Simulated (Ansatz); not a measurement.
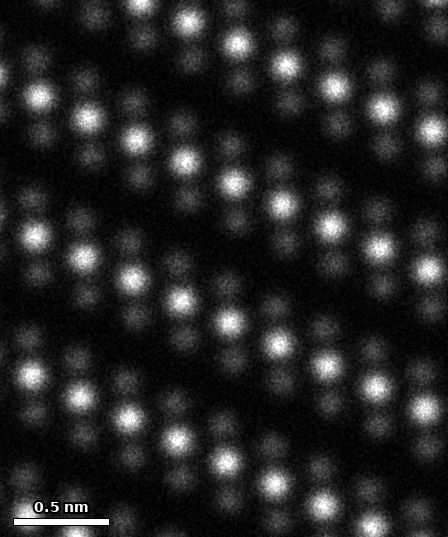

Dark-field STEM-like image of WSe2 (P-3m1, No. 164). Simulation: incoherent imaging, intensity Z^1.7 per atom, probe width 1.14 Å, thin sample. The probe carries 15 % of its weight in a tail 2.5 times as wide. Shot noise was added. Model: the end point of a relaxation with DFT PBEsol, scalar-relativistic, plane waves, PAW in Ansatz; the starting structure was generated, so it need not be a known form of this composition.

```
W Se
1.0
     3.23889    0.00000    0.00000
    -1.61944    2.80496    0.00000
     0.00000    0.00000    6.78961
W Se
1 2
Cartesian
  0.0000 0.0000 0.0000
  0.0000 1.8700 1.7207
  1.6194 0.9350 5.0689
```

> Which beam direction gives this image, [001], [131], [100] or [101]? (Directions equivalent by symmetry count as one.)

[100]. The projected cells are 3.24 × 3.24 Å, 120° for [001]; 2.18 × 2.61 Å, 96° for [131]; 2.80 × 6.79 Å, 90° for [100]; 2.92 × 3.16 Å, 118° for [101], and the image repeats as the [100] one does.
